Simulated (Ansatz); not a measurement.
System: Al (slab).

```cif
data_structure
_symmetry_space_group_name_H-M 'P 1'
_symmetry_Int_Tables_number 1
_cell_length_a 4.0156
_cell_length_b 4.9180
_cell_length_c 25.7749
_cell_angle_alpha 90.000
_cell_angle_beta 90.000
_cell_angle_gamma 114.095
_cell_volume 464.67
loop_
_atom_site_label
_atom_site_type_symbol
_atom_site_fract_x
_atom_site_fract_y
_atom_site_fract_z
_atom_site_occupancy
Al1 Al 0.70000 0.40000 0.29098 1
Al2 Al 0.40000 0.80000 0.32582 1
Al3 Al 0.10000 0.20000 0.36065 1
Al4 Al 0.80000 0.60000 0.39549 1
Al5 Al 0.50000 0.00000 0.43033 1
Al6 Al 0.20000 0.40000 0.46516 1
Al7 Al 0.90000 0.80000 0.50000 1
Al8 Al 0.60000 0.20000 0.53484 1
Al9 Al 0.30000 0.60000 0.56967 1
Al10 Al 0.00000 0.00000 0.60451 1
Al11 Al 0.70000 0.40000 0.63935 1
Al12 Al 0.40000 0.80000 0.67418 1
Al13 Al 0.10000 0.20000 0.70902 1
```

Not relaxed (largest force 0.3 eV/Å); computed without spin polarisation.

All numbers below come from DFT PBEsol, scalar-relativistic, plane waves, PAW in Ansatz.

> Predict the valence pseudo-density and electron localisation function between the atoms.

Al–Al (2.84 Å): ρ is about 0.21 e/Å³ halfway; the ELF peaks at about 0.65 between the atoms.

> Metal or insulator at this level of theory?

It is metallic or semimetallic at this level of theory: no gap opens.

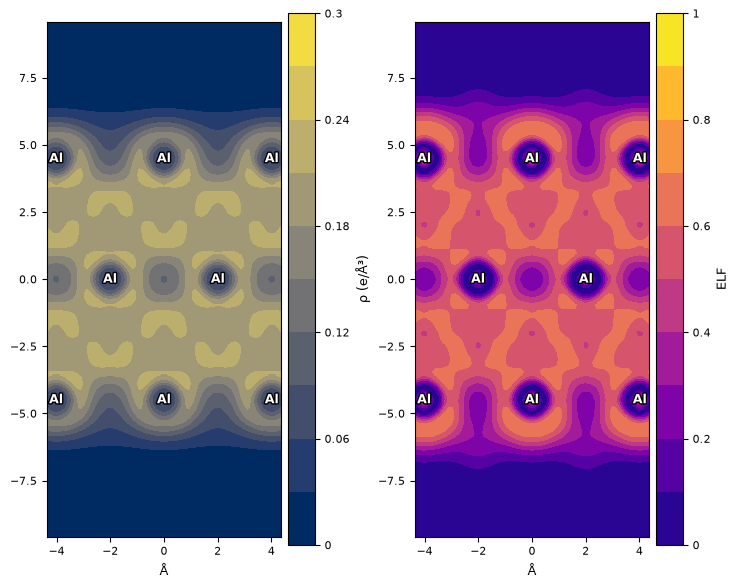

Computed valence pseudo-density and electron localisation function on the (010) plane of the calculation cell, a cut from vacuum to vacuum, in this order. Atoms just off the plane (Al, 0.9 Å away) can leave unmarked features too.

Core electrons are frozen (PAW), and the valence fields are smoothed inside the atomic spheres.
